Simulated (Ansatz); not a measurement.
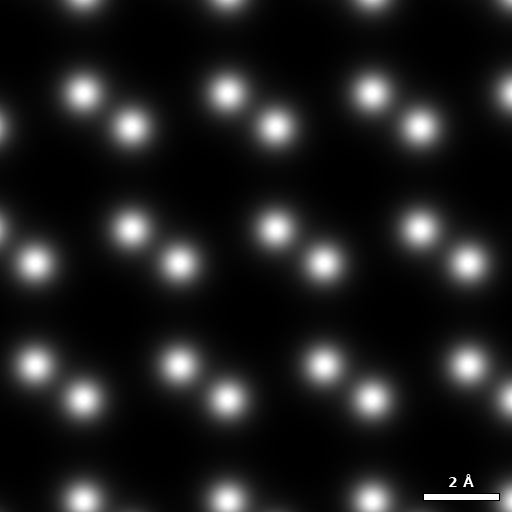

iDPC-like image of a crystal. Simulated as the projected potential of neutral atoms (B = 0.5 Å²) blurred by a 0.60 Å probe, the thin-sample limit of integrated differential phase contrast.

Q: What two-dimensional lattice does the image show, and how large is its cell?

A: The pattern repeats on a centred rectangular net of 4.6 × 6.4 Å.

Q: Which plane group does this projection have?

A: c2mm: perpendicular mirror lines on a centred net, with further twofold points between them.

Q: How many columns does the smallest repeating cell hold, and how many levels of brightness?

A: 2 columns in the primitive cell of 14.7 Å², all of one brightness.

The crystal is Hg (Fd-3m, No. 227) seen along [110]. Structure: coordinates from a relaxation with DFT, LDA (PW92), plane waves (420 eV) with PAW, scalar-relativistic (Ansatz 0.2.0); the starting structure was generated, so it need not be a known form of this composition.
